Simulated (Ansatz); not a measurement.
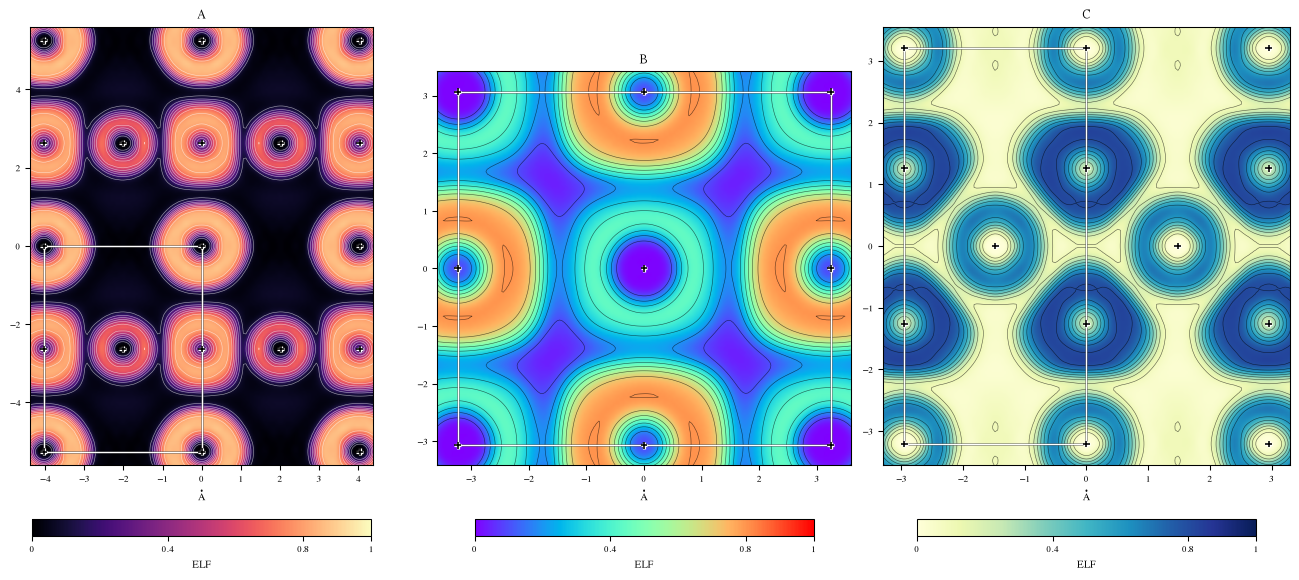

The electron localisation function of 3 systems, each on a plane through atoms (crosses mark nuclei in the plane).

The calculation used DFT, r2SCAN, plane waves, PAW in Ansatz.

System 1: TiO2, the (11̄0) plane of the conventional cell. Space group Pnnm; started from the measured structure prototype, which need not be the ambient phase; changed on purpose from its base cell (uniaxial y strain -2.7%); computed pressure about 6 GPa in this cell; computed without spin polarisation.

```yaml
crystal:
  lattice:
    - [0.00000, 4.47089, 0.00000]
    - [4.59685, 0.00000, 0.00000]
    - [0.00000, 0.00000, -2.95350]
  atoms:
    - { symbol: Ti, position: [0.00000, 0.00000, 0.00000] }
    - { symbol: Ti, position: [0.50000, 0.50000, 0.50000] }
    - { symbol: O, position: [0.29577, 0.31168, 0.00000] }
    - { symbol: O, position: [0.79577, 0.18832, 0.50000] }
    - { symbol: O, position: [0.70423, 0.68832, 0.00000] }
    - { symbol: O, position: [0.20423, 0.81168, 0.50000] }
```

System 2: SrTiO3, the (11̄0) plane of the conventional cell. Space group P4/mmm; a structure from a database of computed crystals, not necessarily the ambient phase; started from the database structure prototype, which need not be the ambient phase; changed on purpose from its base cell (epitaxial xy strain -4.8%); computed pressure about 17 GPa in this cell; computed without spin polarisation.

```
CELL_PARAMETERS angstrom
3.71893 0.00000 0.00000
0.00000 3.71893 0.00000
0.00000 0.00000 4.03910
ATOMIC_POSITIONS crystal
Sr 0.00000 0.00000 0.00000
Ti 0.50000 0.50000 0.50000
O 0.50000 0.00000 0.50000
O 0.50000 0.50000 0.00000
O 0.00000 0.50000 0.50000
```

System 3: PbSe, the (11̄0) plane of the conventional cell. Space group I4/mmm; started from the measured structure prototype, which need not be the ambient phase; changed on purpose from its base cell (uniaxial z strain +5.5%).

```xyz
4
Lattice="3.0697 -3.0697 0.0000 3.0697 3.0697 0.0000 0.0000 0.0000 6.4740" Properties=species:S:1:pos:R:3 pbc="T T T"
Pb    0.0000    0.0000    0.0000
Pb    3.0697    0.0000    3.2370
Se    3.0697    0.0000    0.0000
Se    0.0000    0.0000    3.2370
```

**Match each panel to its system.**

Panel A is system 2, SrTiO3: the plane holds Sr, Ti and O. Sr–O (2.63 Å): the ELF is about 0.05 at the midpoint; a closed-shell, largely ionic contact. Panel B is system 3, PbSe: the plane holds Pb and Se. Pb–Se (3.07 Å): the ELF is about 0.30 at the midpoint. Panel C is system 1, TiO2: the plane holds Ti and O. Ti–O (1.95 Å): the ELF peaks at about 0.85 in the valence shell of O, 0.6 Å from its nucleus, and is about 0.20 at the midpoint: no localised pair shows between them.
